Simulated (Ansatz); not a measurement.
## Run report: Ru, geometry relaxation (part 2 of 2)

Ru (P6₃/mmc, 8 atoms in the cell); DFT r2SCAN, scalar-relativistic, plane waves, PAW, no spin polarisation (Ansatz 0.2.0); cutoff 500 eV, 8×12×12 k-mesh, Gaussian smearing of 0.1 eV. The structure derives from a Materials Project entry. It belongs to a series of runs on one base structure; here: 0 of 8 Ru sites taken by Mo, cell and atoms relaxed.

Geometry of the input (Å; fractional positions):
```
0.0000  0.0000  -4.2658
5.4049  -0.0000  0.0000
-2.7025  -4.6808  0.0000
Ru 0.7500  0.8333  0.1667
Ru 0.7500  0.3333  0.1667
Ru 0.7500  0.8333  0.6667
Ru 0.7500  0.3333  0.6667
Ru 0.2500  0.1667  0.3333
Ru 0.2500  0.6667  0.3333
Ru 0.2500  0.1667  0.8333
Ru 0.2500  0.6667  0.8333
```

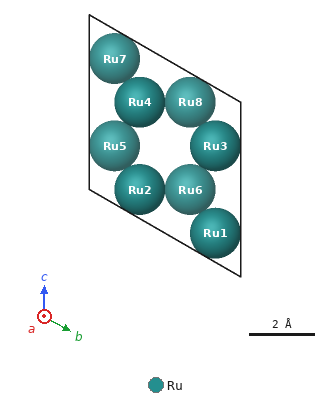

Figure 1. The geometry at step 3 of the log (spheres-only view of the cell of the calculation, along the a axis; atoms are numbered from 1 in the order of the input).

Log, continued
```
--- Per-component energies (eV) ---
  E_band       = -532.079906
  E_kinetic    = 4114.744264
  E_local      = -10003.515735  (includes V_loc(G=0)·N_el)
  E_nonlocal   = 2742.473915
  E_hartree    = 3213.558411
  E_xc         = -1474.686527
  E_vxc        = -2136.500932  (∫ρ·V_xc dr)
  E_paw        = -27830.922238  (= ΣΔE_a)
  E_vpaw       = -1826.743444  (= ΣTr[D̂ρ^β])
  E_aug_tail   = 0.000795  (compensation charges beyond the density's cutoff)
  E_vtau       = 150.344445  (kinetic-family band-sum trace: ∫τ·v_τ [+ j·A + Jᵃ·Aᵃ] dr)
  E_ewald      = -17884.785683
  E_core_change = -2.487645  (= ΣΔE_core)
  E_smearing   = -0.037638  (= −TS)
  E_closure    = -0.000000  (closes the sum)
  Σ components = -47125.658079   (vs F -47125.658079, Δ=0.00e0)
--- Forces (eV/Å), atoms counted from 1 ---
  atom   1  Ru    -0.00000000    -0.00000000    -0.00000000
  atom   2  Ru    -0.00000000    -0.00000000    -0.00000000
  atom   3  Ru    -0.00000000    -0.00000000    -0.00000000
  atom   4  Ru    -0.00000000    -0.00000000    -0.00000000
  atom   5  Ru     0.00000000     0.00000000     0.00000000
  atom   6  Ru     0.00000000     0.00000000     0.00000000
  atom   7  Ru    -0.00000000     0.00000000     0.00000000
  atom   8  Ru     0.00000000     0.00000000     0.00000000
  max |Σ_I F_I| component: 4.92e-18 eV/Å
--- Stress (GPa, compression-positive) ---
        0.001000       0.000000       0.000000
       -0.000000       0.001000       0.000000
        0.000000       0.000000      -0.000413
  P = ⅓ Tr σ = 0.0005 GPa (0.005 kbar)
--- Band table (eV; the first three rows and the last of 95) ---
  k-point 0: bands = ["-51.7815", "-51.5870", "-51.5870", "-51.5870", "-51.5474", "-51.5103", "-51.5103", "-51.5103", "-21.5358", "-21.3193", "-21.3193", "-21.3193", "-21.1052", "-21.1052", "-21.1052", "-21.0051", "-21.0051", "-21.0051", "-20.7644", "-20.7644", "-20.7644", "-20.5951", "-20.5951", "-20.5951", "-20.5141", "-20.5141", "-20.4488", "-20.4488", "-20.4488", "-20.3236", "-20.3236", "-20.2697", "15.2091", "17.0396", "17.0836", "17.0836", "17.0836", "17.7754", "17.7754", "17.7754", "17.9220", "17.9220", "17.9220", "20.3537", "20.3537", "20.3537", "20.8416", "20.8416", "21.0811", "21.4053", "21.4053", "21.4053", "21.5618", "21.5618", "21.6715", "21.6715", "21.6715", "22.0078", "22.0078", "22.0078", "22.0520", "22.0520", "24.8104", "24.8104", "24.9932", "25.0304", "25.0304", "25.0304", "25.4803", "25.4803", "25.4803", "25.5943", "25.5943", "25.5943", "27.8284", "27.8284", "27.8284"]
  k-point 1: bands = ["-51.7786", "-51.5917", "-51.5871", "-51.5871", "-51.5463", "-51.5103", "-51.5103", "-51.5097", "-21.5292", "-21.3120", "-21.3120", "-21.3057", "-21.0985", "-21.0985", "-21.0927", "-21.0214", "-21.0054", "-21.0054", "-20.7708", "-20.7708", "-20.7604", "-20.5948", "-20.5948", "-20.5823", "-20.5279", "-20.5188", "-20.4575", "-20.4575", "-20.4465", "-20.3379", "-20.3254", "-20.2728", "15.2771", "17.0916", "17.1142", "17.1419", "17.1419", "17.7879", "17.7879", "17.8273", "17.9280", "17.9660", "17.9660", "20.3503", "20.3503", "20.3755", "20.6769", "20.8965", "21.2286", "21.3947", "21.3947", "21.4221", "21.5311", "21.5649", "21.5649", "21.5661", "21.6122", "21.9659", "21.9893", "22.0018", "22.0018", "22.0095", "23.9986", "24.8374", "24.9377", "25.0307", "25.0307", "25.3770", "25.3873", "25.3873", "25.5694", "25.5694", "25.5880", "25.8932", "27.2209", "27.7154", "27.7154"]
  k-point 2: bands = ["-51.7703", "-51.6045", "-51.5872", "-51.5872", "-51.5432", "-51.5102", "-51.5102", "-51.5085", "-21.5098", "-21.2906", "-21.2906", "-21.2657", "-21.0801", "-21.0801", "-21.0644", "-21.0560", "-21.0062", "-21.0062", "-20.7883", "-20.7883", "-20.7487", "-20.5939", "-20.5939", "-20.5680", "-20.5497", "-20.5325", "-20.4827", "-20.4827", "-20.4397", "-20.3796", "-20.3307", "-20.2820", "15.4771", "17.2023", "17.2404", "17.3138", "17.3138", "17.8229", "17.8229", "17.9391", "17.9823", "18.0917", "18.0917", "20.3381", "20.3381", "20.4110", "20.4405", "21.0594", "21.2678", "21.2678", "21.2751", "21.3685", "21.3685", "21.4054", "21.4719", "21.4962", "21.7618", "21.7747", "21.8399", "21.8906", "21.9827", "21.9827", "23.2480", "24.6700", "24.9110", "24.9901", "24.9901", "25.0912", "25.1465", "25.1465", "25.5014", "25.5014", "25.5687", "26.1897", "26.9369", "27.5522", "27.5522"]
  k-point 94: bands = ["-51.5927", "-51.5927", "-51.5927", "-51.5927", "-51.5927", "-51.5927", "-51.5339", "-51.5339", "-21.2697", "-21.2697", "-21.1452", "-21.1452", "-21.1452", "-21.1452", "-21.1452", "-21.1452", "-20.9739", "-20.9739", "-20.6413", "-20.6413", "-20.6413", "-20.6413", "-20.6413", "-20.6413", "-20.5132", "-20.5132", "-20.5132", "-20.5132", "-20.5132", "-20.5132", "-20.4841", "-20.4841", "18.2335", "18.2335", "18.2335", "18.2335", "18.2335", "18.2335", "18.6182", "18.6182", "19.2428", "19.2428", "19.7823", "19.7823", "19.7823", "19.7823", "19.7823", "19.7823", "20.2997", "20.2997", "20.2997", "20.2997", "20.2997", "20.2997", "20.7001", "20.7001", "22.0524", "22.0524", "22.0524", "22.0524", "22.0524", "22.0524", "22.3193", "22.3193", "24.6942", "24.6942", "24.6942", "24.6942", "24.6942", "24.6942", "24.8518", "24.8518", "25.8278", "25.8278", "25.8278", "25.8278", "25.8278"]
--- Relaxed structure (3 steps of the walk, 3 accepted, 1 SCFs on fresh bases) ---
  F+E_penalty+E_count = -47125.65807948 eV   max|allowed force component| = 7.336e-18 eV/Å   (the final SCF, on the basis selected at the relaxed cell)
  cell:  # Å, volume = 107.9455 Å³
    - [3.594997991008327e-36, 1.6177490959537472e-35, -4.258419082146372]
    - [5.410192966778606, -1.0783984271902547e-10, -4.55495646527361e-36]
    - [-2.705096483482695, -4.685364548552252, 2.00286642885737e-35]
  atoms:
    - { symbol: Ru, position: [0.7499999999999999, 0.8333333333333333, 0.16666666666666666] }
    - { symbol: Ru, position: [0.7499999999999999, 0.33333333333333337, 0.16666666666666666] }
    - { symbol: Ru, position: [0.7499999999999999, 0.8333333333333335, 0.6666666666666667] }
    - { symbol: Ru, position: [0.7499999999999999, 0.3333333333333334, 0.6666666666666667] }
    - { symbol: Ru, position: [0.24999999999999997, 0.16666666666666666, 0.3333333333333334] }
    - { symbol: Ru, position: [0.24999999999999997, 0.6666666666666666, 0.33333333333333337] }
    - { symbol: Ru, position: [0.24999999999999997, 0.16666666666666663, 0.8333333333333334] }
    - { symbol: Ru, position: [0.24999999999999997, 0.6666666666666665, 0.8333333333333335] }
```

Trajectory as extended XYZ (Å, eV, eV/Å), 4 frames, from step=1 to step=4
```
8
Lattice="0.0000 0.0000 -4.2658 5.4049 0.0000 0.0000 -2.7025 -4.6808 0.0000" Properties=species:S:1:pos:R:3:forces:R:3 step=1 energy=-47125.65729 pressure_GPa=0.03
Ru    4.0537   -0.7801   -3.1994    0.0000   0.0000   0.0000
Ru    1.3512   -0.7801   -3.1994    0.0000   0.0000   0.0000
Ru    2.7025   -3.1205   -3.1994    0.0000   0.0000   0.0000
Ru    0.0000   -3.1205   -3.1994    0.0000   0.0000   0.0000
Ru    0.0000   -1.5603   -1.0665    0.0000   0.0000   0.0000
Ru    2.7025   -1.5603   -1.0665    0.0000   0.0000   0.0000
Ru   -1.3512   -3.9007   -1.0665    0.0000   0.0000   0.0000
Ru    1.3512   -3.9007   -1.0665    0.0000   0.0000   0.0000
8
Lattice="0.0000 0.0000 -4.2527 5.4151 0.0000 0.0000 -2.7075 -4.6896 0.0000" Properties=species:S:1:pos:R:3:forces:R:3 step=2 energy=-47125.65748 pressure_GPa=-0.12
Ru    4.0613   -0.7816   -3.1895    0.0000   0.0000   0.0000
Ru    1.3538   -0.7816   -3.1895    0.0000   0.0000   0.0000
Ru    2.7075   -3.1264   -3.1895    0.0000   0.0000   0.0000
Ru    0.0000   -3.1264   -3.1895    0.0000   0.0000   0.0000
Ru    0.0000   -1.5632   -1.0632    0.0000   0.0000   0.0000
Ru    2.7075   -1.5632   -1.0632    0.0000   0.0000   0.0000
Ru   -1.3538   -3.9080   -1.0632    0.0000   0.0000   0.0000
Ru    1.3538   -3.9080   -1.0632    0.0000   0.0000   0.0000
8
Lattice="0.0000 0.0000 -4.2584 5.4102 0.0000 0.0000 -2.7051 -4.6854 0.0000" Properties=species:S:1:pos:R:3:forces:R:3 step=3 energy=-47125.65807 pressure_GPa=0.00
Ru    4.0576   -0.7809   -3.1938    0.0000   0.0000   0.0000
Ru    1.3525   -0.7809   -3.1938    0.0000   0.0000   0.0000
Ru    2.7051   -3.1236   -3.1938    0.0000   0.0000   0.0000
Ru    0.0000   -3.1236   -3.1938    0.0000   0.0000   0.0000
Ru    0.0000   -1.5618   -1.0646    0.0000   0.0000   0.0000
Ru    2.7051   -1.5618   -1.0646    0.0000   0.0000   0.0000
Ru   -1.3525   -3.9045   -1.0646    0.0000   0.0000   0.0000
Ru    1.3525   -3.9045   -1.0646    0.0000   0.0000   0.0000
8
Lattice="0.0000 0.0000 -4.2584 5.4102 0.0000 0.0000 -2.7051 -4.6854 0.0000" Properties=species:S:1:pos:R:3:forces:R:3 step=4 energy=-47125.65808 pressure_GPa=0.00
Ru    4.0576   -0.7809   -3.1938    0.0000   0.0000   0.0000
Ru    1.3525   -0.7809   -3.1938    0.0000   0.0000   0.0000
Ru    2.7051   -3.1236   -3.1938    0.0000   0.0000   0.0000
Ru    0.0000   -3.1236   -3.1938    0.0000   0.0000   0.0000
Ru    0.0000   -1.5618   -1.0646    0.0000   0.0000   0.0000
Ru    2.7051   -1.5618   -1.0646    0.0000   0.0000   0.0000
Ru   -1.3525   -3.9045   -1.0646    0.0000   0.0000   0.0000
Ru    1.3525   -3.9045   -1.0646    0.0000   0.0000   0.0000
```

Results in brief

| quantity | value |
| --- | --- |
| outcome | converged |
| space group (tolerance 0.01 Å) | P6₃/mmc (194) |
| electrons treated | 128 |
| free energy | −47125.6581 eV |
| Fermi energy | 23.590 eV |
| gap on the k-point mesh | none (metallic) |
| pressure | 0.00 GPa |
| final volume | 107.95 Å³ |
| largest force (length of the vector) at the end | under 0.001 eV/Å |
| final cell | a = 4.258 Å, b = 5.410 Å, c = 5.410 Å, α = 120.00°, β = 90.00°, γ = 90.00° |
| hardware | 1 thread of Intel Xeon @ 2.50GHz (Skylake/Cascade Lake), 189 GiB of memory available, shared host |
| wall time | 9.2 min |
| peak memory | 1.1 GiB |
